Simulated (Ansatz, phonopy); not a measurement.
# NaF (Villiaumite, Fm-3m): thermal expansion from first principles, part 2 of 3

How much does NaF (Villiaumite) expand with temperature?

What experiment has found for this phase:
- volume expansion coefficient 95.1 1e-6/K and heat capacity C_P per formula unit 46.9 J/mol/K near room temperature (given in “High-Throughput Prediction of Finite-Temperature Properties using the Quasi-Harmonic Approximation”, 2016, arXiv:1603.06924)
- volume expansion coefficient 102.6 1e-6/K near room temperature (given in “Descriptors for thermal expansion in solids”, 2017, arXiv:1701.03966)

Ansatz 0.2.0; DFT PBEsol, scalar-relativistic, plane waves, PAW.

So far. Step 4 (Relaxing to small residual forces and stress): The residual pressure is -0.0036 GPa, small enough for phonons. Step 5 (Relaxing at another setting): The residual pressure is -0.0065 GPa, small enough for phonons.

## Step 6: The quasi-harmonic study, cutoff 550 eV, k-mesh 8×8×8

The study relaxes the crystal at several strains, solves the phonons on some of them and minimises the free energy at each temperature (static energy, vibrations, the electrons in a metal, and PV under a set pressure); the q-mesh sets how far the force constants reach.

Contents of input.yaml:

```yaml
crystal:
  lattice:
    - [0.0, 2.3145907609, 2.3145907609]
    - [2.3145907609, 0.0, 2.3145907609]
    - [2.3145907609, 2.3145907609, 0.0]
  atoms:
    - { symbol: Na, position: [0.0, 0.0, 0.0] }
    - { symbol: F, position: [0.5, 0.5, 0.5] }
kpoints:
  mp_grid: { grid: [8, 8, 8] }
hamiltonian:
  xc: pbesol
scf:
  occupations: { method: fixed }
output:
  eigenvalues: true
basis:
  ecutwfc: 550.0
phonons:
  method: dfpt
  qmesh: [4, 4, 4]
  temperatures: { t_max: 800.0, t_step: 50 }
  thermal_expansion: {}
```

Command:

```console
ansatz run input.yaml --threads 4 --pin off --max-ram 8192MiB --backend cpu --events-out ev --progress --plain --runs-dir out
```

Numbers of over 12 decimals in the logs are rounded to 6 here.

Output:

```text
[...]
Crystal: 2 atoms, lattice volume = 24.800 Å³
Basis set: ecut = 550 eV, 725 PW (Γ), exchange–correlation on 54×54×54 points (8 copies of the dense FFT grid, shifted against one another)
Bands: 12, of which v1, the nominal top of the filled ones, is band 8 counted from 1 (7 counted from 0)
Symmetry: 48 space group operations
[...]
k-points: 29 of 512
[...]
SCF iter   1: F=—  HF=-2278.934796 eV  |F-HF|=—  |Δ(HF+E_count)|=         —  Δρ=1.15e-2  dr2=2.03e-2  ethr=1.77e-3  ⟨swp⟩=4.8  Hψ=1722  notcnv=0  defer=53
[...]
SCF iter   8: F=-2278.927689 eV  HF=-2278.927689 eV  |F-HF|=4.55e-13  |Δ(HF+E_count)|=  5.46e-12  Δρ=1.45e-8  dr2=2.40e-14  ethr=1.00e-12  ⟨swp⟩=5.0  Hψ=1247  notcnv=0
SCF 1 converged in 8 iterations: F = -2278.927689 eV  dr2 = 2.40e-14
[...]
relax step   1: F+E_penalty+E_count = -2278.92768879 eV  Δ(F+E_penalty+E_count) = +0.000e0 eV  max|allowed force component| = 1.182e-29 eV/Å  Δτ_max = 0.0000 Å  (8 SCF iters, accepted)
SCF converged after 8 iterations
Free energy (F): -2278.927689 eV
[...]
Internal energy: -2278.927689 eV  (E = F + TS)
E sigma→0 (E₀):  -2278.927689 eV
Fermi energy:    0.951372 eV
[...]
--- Stress (GPa, compression-positive) ---
       -0.006515      -0.000000      -0.000000
        0.000000      -0.006515       0.000000
        0.000000      -0.000000      -0.006515
  P = ⅓ Tr σ = -0.0065 GPa (-0.065 kbar)
--- Band table (eV; the first three rows and the last of 29) ---
  k-point 0: bands = [... 4 lower, -17.8133, 0.9514, 0.9514, 0.9514, 7.1479, 19.8030, 19.8030, 19.8030]
  k-point 1: bands = [... 4 lower, -17.6043, 0.6490, 0.9126, 0.9126, 7.6980, 18.0319, 20.0438, 20.0438]
  k-point 2: bands = [... 4 lower, -17.3291, 0.0364, 0.8202, 0.8202, 9.0182, 15.9429, 20.5798, 20.5798]
  k-point 28: bands = [... 4 lower, -17.3669, 0.0599, 0.0599, 0.3702, 14.0102, 14.0102, 16.1358, 17.7640]
── thermal expansion: 3 new cells, 3 in all ──
thermal expansion: relaxation of cell 2
thermal expansion: relaxation of cell 3
── thermal expansion: 2 new cells, 5 in all ──
thermal expansion: relaxation of cell 4
thermal expansion: lower-state search of cell 4
thermal expansion: phonons of cell 4
thermal expansion: relaxation of cell 5
thermal expansion: phonons of cell 5
── thermal expansion: 8 new cells, 13 in all ──
thermal expansion: relaxation of cell 6
thermal expansion: relaxation of cell 7
thermal expansion: relaxation of cell 8
thermal expansion: relaxation of cell 9
thermal expansion: relaxation of cell 10
thermal expansion: relaxation of cell 11
thermal expansion: relaxation of cell 12
thermal expansion: relaxation of cell 13
thermal expansion: phonons of cell 6
thermal expansion: phonons of cell 7
thermal expansion: phonons of cell 8
thermal expansion: phonons of cell 9
thermal expansion: phonons of cell 10
--- Relaxed structure (1 steps of the walk, 1 accepted, 0 SCFs on fresh bases) ---
  F+E_penalty+E_count = -2278.92768879 eV   max|allowed force component| = 1.182e-29 eV/Å
  atoms:
    - { symbol: Na, position: [0.0, 0.0, 0.0] }
    - { symbol: F, position: [0.5, 0.5, 0.5] }
--- Thermal expansion: 13 cells in 3 rounds, 0 GPa ---
  no lower state was reached at cell 4
  without vibrations: a 3.27316, b 3.27316, c 3.27316 Å, V 24.7963 Å³, B 48.48 GPa
  at 0 K: a 3.29230, b 3.29230, c 3.29230 Å, V 25.2339 Å³, B 46.10 GPa
  zero-point expansion: a +0.585, b +0.585, c +0.585, V +1.765 %
      T/K        a/Å        b/Å        c/Å       V/Å³ | expansion of a, b, c, V (1e-6/K)   | that of V in the mean from 25 °C | C_P, C_V (J/mol K of the cell) | B_T, B_S (GPa)
     0.00    3.29230    3.29230    3.29230    25.2339 |    0.00    0.00    0.00    0.00 |   70.51 |     0.000     0.000 |    46.10    46.10
   100.00    3.29440    3.29440    3.29440    25.2821 |   18.82   18.82   18.82   56.46 |   96.65 |    25.143    24.923 |    45.28    45.68
   200.00    3.30352    3.30352    3.30352    25.4927 |   33.86   33.86   33.86  101.58 |  111.88 |    42.500    41.144 |    42.80    44.21
   298.15    3.31570    3.31570    3.31570    25.7757 |   40.65   40.65   40.65  121.96 |       - |    48.521    45.769 |    39.98    42.39
   350.00    3.32295    3.32295    3.32295    25.9452 |   43.58   43.58   43.58  130.74 |  126.79 |    50.493    46.905 |    38.39    41.32
   450.00    3.33842    3.33842    3.33842    26.3092 |   49.45   49.45   49.45  148.35 |  136.30 |    53.627    48.128 |    35.05    39.05
   550.00    3.35615    3.35615    3.35615    26.7307 |   56.92   56.92   56.92  170.77 |  147.11 |    56.825    48.757 |    31.25    36.42
   650.00    3.37707    3.37707    3.37707    27.2335 |   68.26   68.26   68.26  204.79 |  160.74 |    61.083    49.121 |    26.76    33.27
   750.00    3.40339    3.40339    3.40339    27.8753 |   89.81   89.81   89.81  269.44 |  180.27 |    68.595    49.352 |    21.05    29.26
   800.00    3.42038    3.42038    3.42038    28.2949 |  111.63  111.63  111.63  334.88 |  194.74 |    75.989    49.439 |    17.37    26.69
  the static fit leaves 0.002 meV an atom of the energies and, of the stresses, 0.000 GPa of each cell's largest along a strain (root mean squares over the cells), whose Pulay part it has at -0.015 GPa
  vibrations' free energy: its fit leaves 0.0009 meV an atom at the most
  the electrons' free energy at temperature is not in it: every band gap is over 0.83 eV
  free energies summed between the sampled wave vectors
  estimated error of the fitted expansion in any direction: up to 23.889e-6/K, at 800 K (an estimate, not a bound: it was exceeded on models of known expansion)
  by sums over the sampled wave vectors an expansion of the volume parts by up to 7.42e-6/K
  by a static energy of one degree less an expansion of the volume parts by up to 3.74e-6/K
  the FFT grids of the static calculations differ: 25 × 25 × 25, 27 × 27 × 27
  band gaps on the cells' k-points are 5.417 to 6.355 eV
```

Wall time 13 min (4 threads of Arm Neoverse N1, shared host); peak memory 0.82 GiB; 49 min of CPU time.

This step gave:

```
pressure                                         : -0.006515 GPa
volume expansion coefficient at 298 K            : 122.0 1e-6/K
C_P at 298 K                                     : 24.26 J/mol-atom/K
entropy at 298 K                                 : 27.46 J/mol-atom/K
isothermal bulk modulus at 298 K                 : 39.98 GPa
Grüneisen parameter at 298 K                     : 1.654
volume at 298 K                                  : 12.89 Å³/atom
principal linear expansion coefficients at 298 K : 40.65, 40.65, 40.65 1e-6/K
```

Strained cells of the study; zero-point energy where phonons were solved; the pressures are stresses at a fixed cutoff and can carry an offset from the finite basis. Expansion cells, by row:

```tsv
cell	|a| (Å)	|b| (Å)	|c| (Å)	V (Å³/atom)	E - E_lowest (meV/atom)	pressure, compression positive (GPa)	gap (eV)	zero-point energy (meV/atom)
1	3.273	3.273	3.273	12.4	0	-0.023	6.197	-
2	3.3	3.3	3.3	12.7	1.063	-1.118	6.074	-
3	3.247	3.247	3.247	12.11	1.083	1.201	6.323	-
4	3.273	3.273	3.273	12.4	0	-0.028	6.196	40.58
5	3.29	3.29	3.29	12.59	0.429	-0.728	6.119	39.61
6	3.305	3.305	3.305	12.76	1.504	-1.316	6.05	38.75
7	3.336	3.336	3.336	13.13	5.819	-2.441	5.91	36.96
8	3.368	3.368	3.368	13.51	12.74	-3.419	5.775	35.2
9	3.4	3.4	3.4	13.89	22.07	-4.263	5.645	33.47
10	3.432	3.432	3.432	14.3	33.63	-4.989	5.519	31.75
11	3.241	3.241	3.241	12.04	1.696	1.524	6.355	-
12	3.257	3.257	3.257	12.22	0.411	0.721	6.275	-
13	3.46	3.46	3.46	14.64	44.96	-5.516	5.417	-
```

Quasi-harmonic; a, b, c are the run's own cell vectors. Expansion, by row:

```tsv
T (K)	a (Å)	b (Å)	c (Å)	alpha (deg)	beta (deg)	gamma (deg)	cell volume (Å³/cell)	alpha_a (1e-6/K)	alpha_b (1e-6/K)	alpha_c (1e-6/K)	alpha_V (1e-6/K)	C_P (J/mol-atom/K)	C_V (J/mol-atom/K)	S (J/mol-atom/K)	B_T (GPa)	B_S (GPa)	Grueneisen	extrapolation	fit error (1e-6/K)
0	3.292	3.292	3.292	60	60	60	25.23	0	0	0	0	0	0	0	46.1	46.1	-	0	0
50	3.292	3.292	3.292	60	60	60	25.24	4.37	4.37	4.37	13.12	3.368	3.365	1.095	46.01	46.05	1.363	0	0.03
100	3.294	3.294	3.294	60	60	60	25.28	18.82	18.82	18.82	56.46	12.57	12.46	6.355	45.28	45.68	1.562	0	0.08
150	3.298	3.298	3.298	60	60	60	25.37	28.29	28.29	28.29	84.87	18.21	17.85	12.64	44.12	45.02	1.603	0	0.12
200	3.304	3.304	3.304	60	60	60	25.49	33.86	33.86	33.86	101.6	21.25	20.57	18.34	42.8	44.21	1.622	0	0.12
250	3.309	3.309	3.309	60	60	60	25.63	37.68	37.68	37.68	113	23.07	22.05	23.29	41.4	43.32	1.638	0	0.07
298.1	3.316	3.316	3.316	60	60	60	25.78	40.65	40.65	40.65	122	24.26	22.89	27.46	39.98	42.39	1.654	0	0.16
300	3.316	3.316	3.316	60	60	60	25.78	40.76	40.76	40.76	122.3	24.3	22.91	27.61	39.93	42.35	1.654	0	0.16
350	3.323	3.323	3.323	60	60	60	25.95	43.58	43.58	43.58	130.7	25.25	23.45	31.43	38.39	41.32	1.672	0	0.35
400	3.33	3.33	3.33	60	60	60	26.12	46.41	46.41	46.41	139.2	26.05	23.81	34.85	36.76	40.22	1.691	0	0.51
450	3.338	3.338	3.338	60	60	60	26.31	49.45	49.45	49.45	148.3	26.81	24.06	37.97	35.05	39.05	1.712	0	0.54
500	3.347	3.347	3.347	60	60	60	26.51	52.88	52.88	52.88	158.6	27.58	24.24	40.83	33.22	37.79	1.735	0	0.34
550	3.356	3.356	3.356	60	60	60	26.73	56.92	56.92	56.92	170.8	28.41	24.38	43.5	31.25	36.42	1.762	0	0.32
600	3.366	3.366	3.366	60	60	60	26.97	61.88	61.88	61.88	185.7	29.37	24.48	46.01	29.11	34.93	1.793	0	1.25
650	3.377	3.377	3.377	60	60	60	27.23	68.26	68.26	68.26	204.8	30.54	24.56	48.41	26.76	33.27	1.829	0	2.36
700	3.389	3.389	3.389	60	60	60	27.53	76.95	76.95	76.95	230.9	32.08	24.62	50.72	24.11	31.41	1.874	0	2.77
750	3.403	3.403	3.403	60	60	60	27.88	89.81	89.81	89.81	269.4	34.3	24.68	53.01	21.05	29.26	1.93	0	0.82
800	3.42	3.42	3.42	60	60	60	28.29	111.6	111.6	111.6	334.9	37.99	24.72	55.33	17.37	26.69	2.005	0	23.89
```

Expansion coefficient against temperature; values in 1e-6/K:

```tsv
temperature (K)	volume	principal 1
0	0	0
50	13.1	4.37
100	56.5	18.8
150	84.9	28.3
200	102	33.9
250	113	37.7
298	122	40.6
300	122	40.8
350	131	43.6
400	139	46.4
450	148	49.5
500	159	52.9
550	171	56.9
600	186	61.9
650	205	68.3
700	231	77.0
750	269	89.8
800	335	112
```

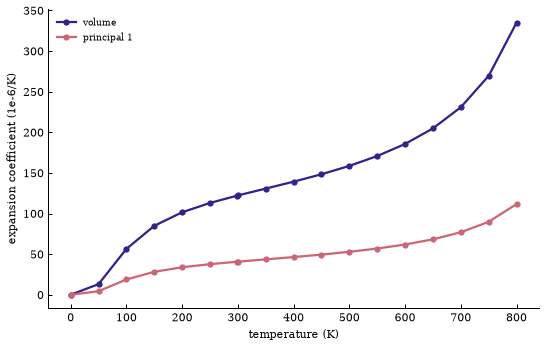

Expansion coefficient against temperature.

At 298 K the volume expansion is 122 × 10⁻⁶/K and B_T is 40.0 GPa.

## Step 7: Quasi-harmonic fit by phonopy

This step: DFT PBEsol, scalar-relativistic, plane waves, PAW (phonopy 4.10.0).

This step gave:

| Item | Value |
| --- | --- |
| volume expansion coefficient at 300 K | 121.8 1e-6/K |
| isothermal bulk modulus at 300 K | 39.96 GPa |
| C_P at 300 K | 24.35 J/mol-atom/K |
| Grüneisen parameter at 300 K | 1.649 |

The energy (each curve on its own zero) by volume; values in meV/atom:

```tsv
volume (Å³/atom)	static	F at 0 K	F at 300 K	F at 800 K
12.402	0	3.96	8.97	22.4
12.588	0.43	3.42	7.39	17.9
12.759	1.5	3.64	6.63	14.4
13.127	5.82	6.16	6.98	8.84
13.505	12.7	11.3	9.76	5.38
13.895	22.1	18.9	14.8	3.73
14.295	33.6	28.8	21.7	3.55
```

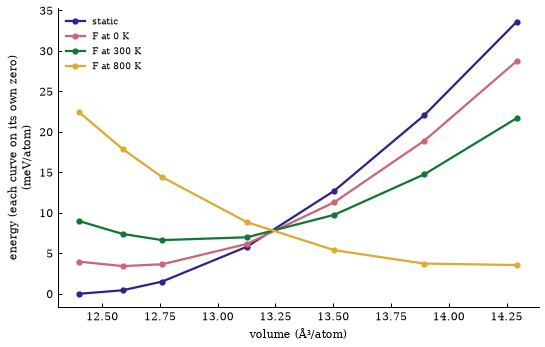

Energy (each curve on its own zero) against volume.

Phonopy-qha, vinet fit of F(V) at each temperature. Qha vinet, by row:

```tsv
T (K)	fitted volume (Å³/atom)	alpha_V (1e-6/K)	B_T (GPa)	C_P (J/mol-atom/K)	Grueneisen
100	12.64	53.58	45.31	12.06	1.483
150	12.69	82.76	44.19	18.1	1.565
200	12.75	100.4	42.89	21.27	1.606
250	12.81	112.3	41.47	23.12	1.63
300	12.89	121.8	39.96	24.35	1.649
350	12.97	130.6	38.36	25.29	1.668
400	13.06	139.5	36.66	26.1	1.689
450	13.15	149.2	34.87	26.86	1.712
500	13.26	160.2	32.97	27.64	1.739
550	13.37	173	30.97	28.5	1.769
600	13.49	188.5	28.85	29.48	1.804
650	13.62	207.6	26.6	30.66	1.844
700	13.77	231.9	24.23	32.14	1.892
750	13.94	263.8	21.71	34.1	1.948
```

Table of volume expansion coefficient by temperature; values in 1e-6/K:

```tsv
temperature (K)	phonopy-qha, Vinet	Ansatz's own study
100	53.6	56.5
150	82.8	84.9
200	100	102
250	112	113
300	122	122
350	131	131
400	140	139
450	149	148
500	160	159
550	173	171
600	188	186
650	208	205
700	232	231
750	264	269
```

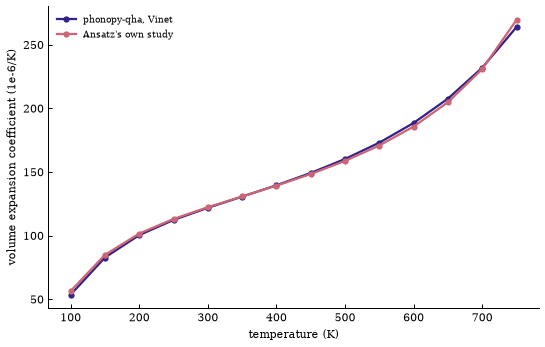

Volume expansion coefficient against temperature.

The fit gives a volume expansion of 122 × 10⁻⁶/K at 300 K, against 122 at 298 K from the study itself, whose static fit uses more cells.

(Part 2 of 3 ends here.)

[Logs are printed without paths, hosts, clocks, repeated set-up lines and the standing remarks that a program may print on its own settings, such as how far it seeks lower states.]

[Hosts, paths, dates, database ids (printed as entryN), source tags and the programs' standing remarks are cut or masked in the printed files.]

[A step with changed settings may run another functional than the one named; its input shows which.]
